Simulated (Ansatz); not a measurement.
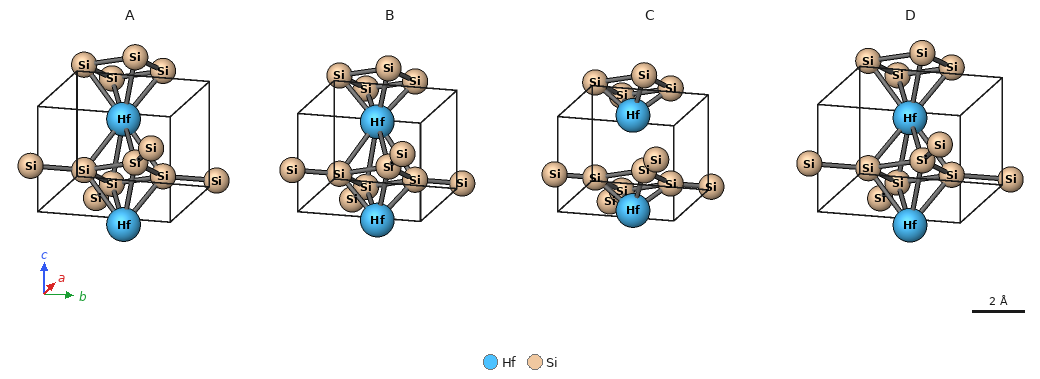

4 geometries from one relaxation of solid HfSi₄ (a generated structure, set up in P4mm) (coarse preliminary run), in shuffled order. A ball-and-stick model of the cell of the calculation, seen from a free direction.

These are results of DFT PBE, scalar-relativistic, plane waves, PAW in Ansatz, not measurements. Set-up: plane-wave cutoff 420 eV; k-point mesh 4 × 4 × 4; occupations gaussian; smearing width 0.1 eV; no spin polarisation; cell and atoms relaxed; force threshold 0.04 eV/Å; at most 70 steps.

> Order the frames from highest to lowest energy.

C, B, A, D. They are steps 0, 2, 4, 10, at +5372 meV per atom, +1334 meV per atom, +192 meV per atom relative to the last. The Hf atom moves most relative to the cell: 0.64 Å along −c. By element the largest moves are Hf 0.64 Å, Si 0.25 Å. The volume changes by +69.6 %, with a = b 4.703 → 5.767 Å (+22.6 %), c 3.835 → 4.326 Å (+12.8 %). Near-neighbour distances that change, for instance: Hf–Si 1.948 → 2.744 Å, Si–Si 1.645 → 2.389 Å, Si–Si 3.058 → 3.378 Å, Hf–Si 3.040 → 2.744 Å. Among the angles between lasting bonds that change: Si–Hf–Si 103.4° → 76.0°, Hf–Si–Si 141.7° → 128.0°, Hf–Si–Si 56.3° → 64.2°. The space group (tolerance 0.01 Å) goes from P4mm (No. 99) to P4/mmm (No. 123). Over 8 accepted moves (10 points after the start) the energy falls by 5372 meV per atom. Largest force component: 33 eV/Å at the start, 0.0033 eV/Å at the end. Pressure: 135.59 GPa at the start and 0.23 GPa at the end. At 2 points the geometry stayed and the basis and grid were re-selected for the new cell (energy shift of 34.5 meV per atom at most each time). The run took 2.1 min on 1 thread of Intel(R) Xeon(R) Processor @ 2.50GHz (Skylake/Cascade Lake) (shared host), peak memory 0.41 GiB.

Limits of the set-up: the k-point mesh is coarse for a cell with partly filled bands.
